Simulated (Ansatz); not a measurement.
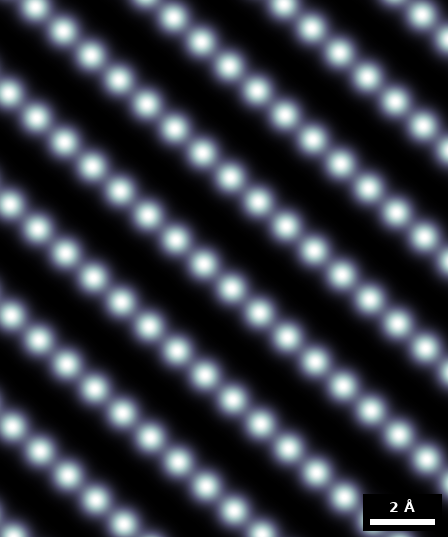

Dark-field STEM-like image of Pt (Pm-3m, No. 221). Simulation: incoherent imaging, intensity Z^1.6 per atom, probe width 0.77 Å, thin sample. The probe carries 25 % of its weight in a tail 2.5 times as wide. Structure: the input geometry of a calculation; the starting structure was generated, so it need not be a known form of this composition.

```xyz
1
Lattice="2.5881 0.0000 0.0000 0.0000 2.5881 0.0000 0.0000 0.0000 2.5881" Properties=species:S:1:pos:R:3 pbc="T T T"
Pt    0.0000    0.0000    0.0000
```

> Along which zone axis is the crystal seen: [001], [111], [210] or [221]? (Directions equivalent by symmetry count as one.)

[210]. The projected cells are 2.59 × 2.59 Å, 90° for [001]; 2.11 × 2.11 Å, 120° for [111]; 1.16 × 2.59 Å, 90° for [210]; 1.22 × 1.93 Å, 108° for [221], and the image repeats as the [210] one does.
